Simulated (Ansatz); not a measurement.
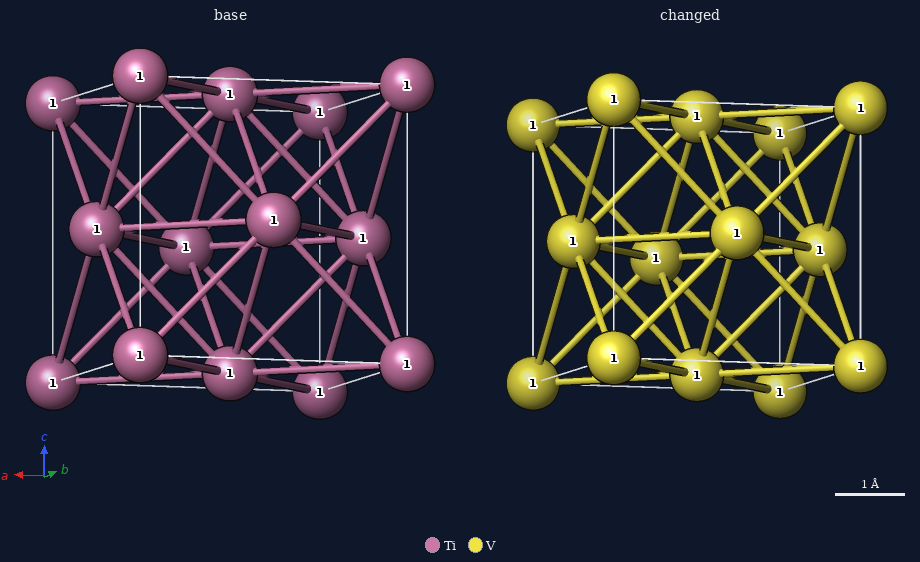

Left: crystalline Ti (set up in Fm-3m). Right: the same structure after one change, at the same scale. Style: ball-and-stick. Shown: the conventional cell (4 times the calculation's cell), from a free direction. Lengths and directions refer to the drawn axes.

Method: Ansatz 0.2.0, DFT r2SCAN, scalar-relativistic, plane waves, PAW. Settings: plane-wave cutoff 500 eV; k-point mesh 18 × 18 × 18; occupations gaussian; smearing width 0.1 eV. Spin polarisation is switched on in some of the runs only.

Which change leads from the left to the right?

Every titanium atom is replaced by vanadium, which gives V. Cell and atoms are relaxed again (to zero pressure within 0.1 GPa, forces under 0.01 eV/Å).

How do the computed properties respond?

The volume per atom goes from 17.36 to 13.73 Å³. Both are metals. The volume changes by −20.9 %, with a = b = c 4.110 → 3.801 Å (−7.5 %). The space group stays Fm-3m (No. 225).
